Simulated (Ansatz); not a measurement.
## AlN: 5 runs along one coordinate

System: AlN (2 atoms in the cell).
Method: DFT LDA, scalar-relativistic, plane waves, PAW, no spin polarisation (Ansatz 0.2.0).

The 5 runs differ only in the geometry, by a strain of the cell at fixed fractional positions. Against run 3, the strain is εxx = η and εyy = η. The structure derives from a Materials Project entry.

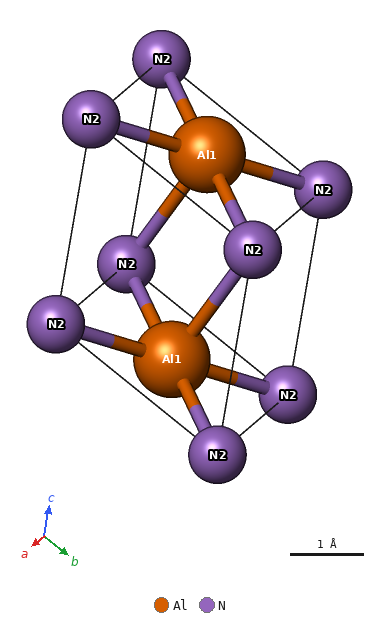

Figure 1. The structure of run 3 (ball-and-stick view of the reduced cell, seen slightly off an axis; atoms are numbered from 1 in the order of the input).

### Input of run 3
```yaml
crystal:
  lattice:
    - [0.0, 2.034518, 2.08538095]
    - [2.034518, 0.0, 2.08538095]
    - [2.034518, 2.034518, 0.0]
  atoms:
    - { symbol: Al, position: [0.5, 0.5, 0.5] }
    - { symbol: "N", position: [0.0, 0.0, 0.0] }
basis:
  ecutwfc: 420
kpoints:
  mp_grid: { grid: [10, 10, 10] }
hamiltonian:
  xc: lda
scf:
  occupations: { method: gaussian, width: 0.05 }
output:
  forces: true
  stress: true
  eigenvalues: true
```

Command:
```bash
ansatz run input.yaml --threads 1 --pin off --max-ram 1228MiB --backend cpu --events-out ev --progress --plain --runs-dir out
```

Run 4 differs from it as follows:
```diff
-    - [0.0, 2.034518, 2.08538095]
-    - [2.034518, 0.0, 2.08538095]
-    - [2.034518, 2.034518, 0.0]
+    - [0.0, 2.08538095, 2.08538095]
+    - [2.08538095, 0.0, 2.08538095]
+    - [2.08538095, 2.08538095, 0.0]
```

### Results, with one run withheld

| run | strain parameter η (%) | free energy per atom, from the lowest run given (meV) | pressure (GPa) | gap on the mesh (eV) |
| --- | --- | --- | --- | --- |
| 1 | −5.0000 | 28.26 | 13.44 | 4.57 |
| 2 | −2.5000 | 0.00 | −3.41 | 4.19 |
| 3 | 0.0000 | 19.46 | −16.16 | 3.88 |
| 4 | 2.5000 | ? | ? | ? |
| 5 | 5.0000 | 158.58 | −32.67 | 3.02 |

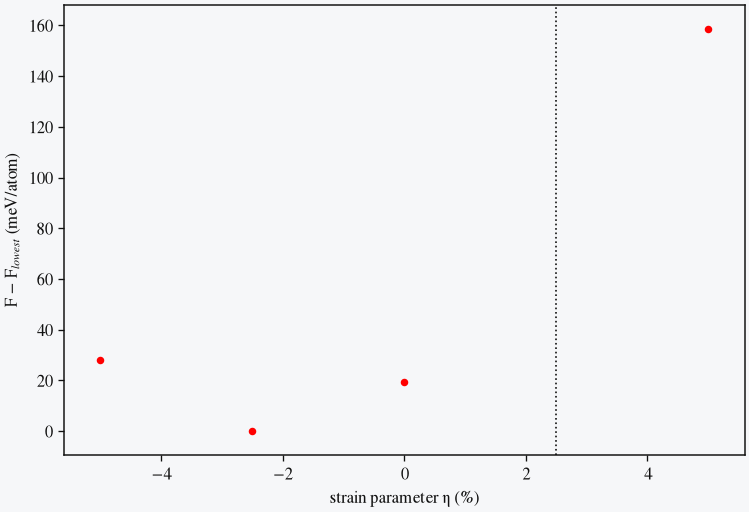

Figure 2. Free energy per atom of the runs given; the dotted line marks run 4.

What should run 4 give?

A quadratic polynomial in the coordinate, fitted to the 4 runs given, misses them by at most 3.12 meV per atom. With x = η + 0.6250, it reads F = 10.06 + 9.3926 x + 3.0365 x² (meV per atom). At run 4 it gives 69.07 meV per atom, and the run itself gives 75.40. The fit has its minimum at η = −2.1716 %. So low a polynomial doesn't follow these energies more closely. The gap on the mesh goes, without turning, from 4.57 eV in run 1 to 3.02 eV in run 5; run 4 has 3.62 eV. These are gaps of this functional on this mesh, which can miss the band edges; they aren't the measured gap.

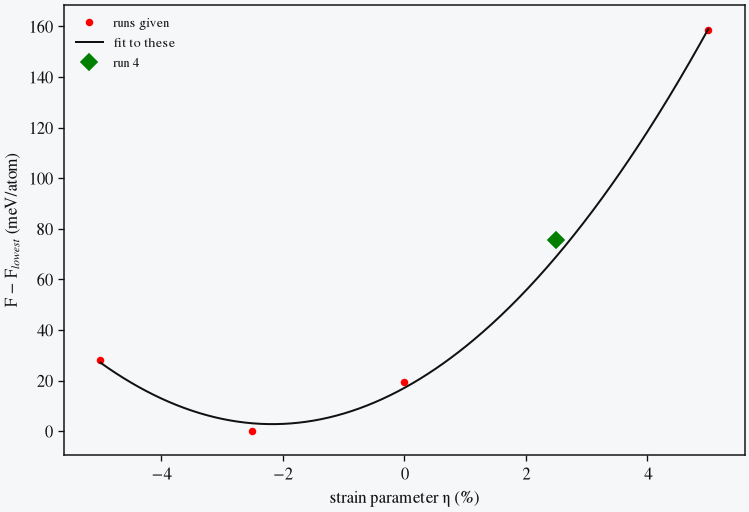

Figure 3. The fit and the withheld run.

### Output, shortened to warnings, some set-up lines, iterations and results (run 4)
```
Basis set: ecut = 420 eV, 339 PW (Γ)
Symmetry: 48 space group operations
k-points: 47 of 1000
Initial density: superposition of atomic densities (neutral atoms: chi_scale 0, normalization atom), corrected by the library's trained network
[...]
SCF iter   1: F=—  HF=-889.490404 eV  |F-HF|=—  |Δ(HF+E_count)|=         —  Δρ=8.72e-3  dr2=1.49e-2  ethr=1.77e-3  ⟨swp⟩=4.6  Hψ=2591  notcnv=0
SCF iter   2: F=—  HF=-889.486122 eV  |F-HF|=—  |Δ(HF+E_count)|=   4.28e-3  Δρ=4.66e-3  dr2=2.03e-3  ethr=1.86e-4  ⟨swp⟩=2.4  Hψ=986  notcnv=0
SCF iter   3: F=—  HF=-889.485467 eV  |F-HF|=—  |Δ(HF+E_count)|=   6.55e-4  Δρ=1.55e-3  dr2=1.76e-4  ethr=2.54e-5  ⟨swp⟩=2.5  Hψ=612  notcnv=0
SCF iter   4: F=—  HF=-889.485383 eV  |F-HF|=—  |Δ(HF+E_count)|=   8.32e-5  Δρ=1.51e-4  dr2=1.25e-6  ethr=2.20e-6  ⟨swp⟩=2.0  Hψ=514  notcnv=0
SCF iter   5: F=—  HF=-889.485382 eV  |F-HF|=—  |Δ(HF+E_count)|=   1.54e-6  Δρ=9.30e-6  dr2=6.72e-9  ethr=1.56e-8  ⟨swp⟩=2.3  Hψ=563  notcnv=0
SCF iter   6: F=-889.485382 eV  HF=-889.485382 eV  |F-HF|=1.82e-11  |Δ(HF+E_count)|=  8.99e-10  Δρ=6.32e-7  dr2=4.29e-11  ethr=8.40e-11  ⟨swp⟩=2.2  Hψ=1283  notcnv=0
SCF 1 converged in 6 iterations: F = -889.485382 eV  dr2 = 4.29e-11
SCF converged after 6 iterations
Free energy (F): -889.485382 eV
Harris-Foulkes:  -889.485382 eV  (|F-HF|=1.82e-11)
Internal energy: -889.485382 eV  (E = F + TS)
E sigma→0 (E₀):  -889.485382 eV
Fermi energy:    11.468854 eV
--- Per-component energies (eV) ---
  E_band       = 29.352092
  E_kinetic    = 157.869530
  E_local      = -179.086589  (includes V_loc(G=0)·N_el)
  E_nonlocal   = 55.468147
  E_hartree    = 63.295265
  E_xc         = -100.681682
  E_vxc        = -107.846639  (∫ρ·V_xc dr)
  E_paw        = -560.952309  (= ΣΔE_a)
  E_vpaw       = -23.643053  (= ΣTr[D̂ρ^β])
  E_aug_tail   = 0.000090  (compensation charges beyond the density's cutoff)
  E_ewald      = -325.533594
  E_core_change = 0.135761  (= ΣΔE_core)
  E_smearing   = -0.000000  (= −TS)
  E_closure    = 0.000000  (closes the sum)
  Σ components = -889.485382   (vs F -889.485382, Δ=0.00e0)
--- Forces (eV/Å), atoms counted from 1 ---
  atom   1  Al     0.00000000    -0.00000000    -0.00000000
  atom   2  N     -0.00000000    -0.00000000    -0.00000000
  max |Σ_I F_I| component: 2.71e-31 eV/Å
--- Stress (GPa, compression-positive) ---
      -25.692296       0.000000       0.000000
        0.000000     -25.692296      -0.000000
       -0.000000      -0.000000     -25.692296
  P = ⅓ Tr σ = -25.6923 GPa (-256.923 kbar)
```
